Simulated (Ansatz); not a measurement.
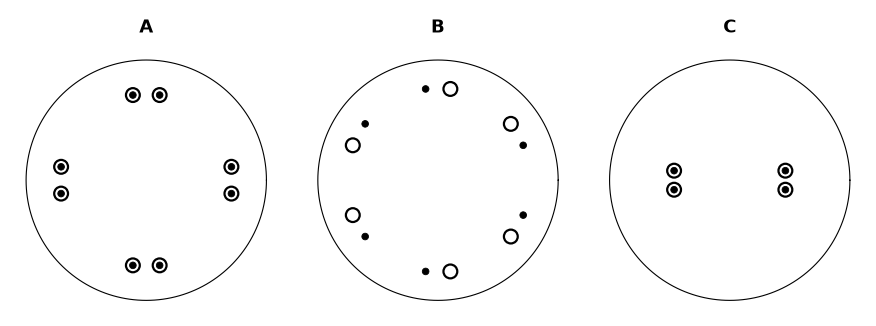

Stereographic projection: filled dots lie in the upper hemisphere, open rings in the lower. Each shows the poles of one general form. The c axis points at the viewer. Computed from the symmetry of the structures below (computed or model cells, partly hypothetical).

**Match each stereogram to its crystal.**
1. Ti2Al, P-3m1 (No. 164)
2. Al2Cu, No. 140, I4/mcm
3. SiO2, Ibam, No. 72

A is 2 (point group 4/mmm); B is 1 (point group -3m); C is 3 (point group mmm).
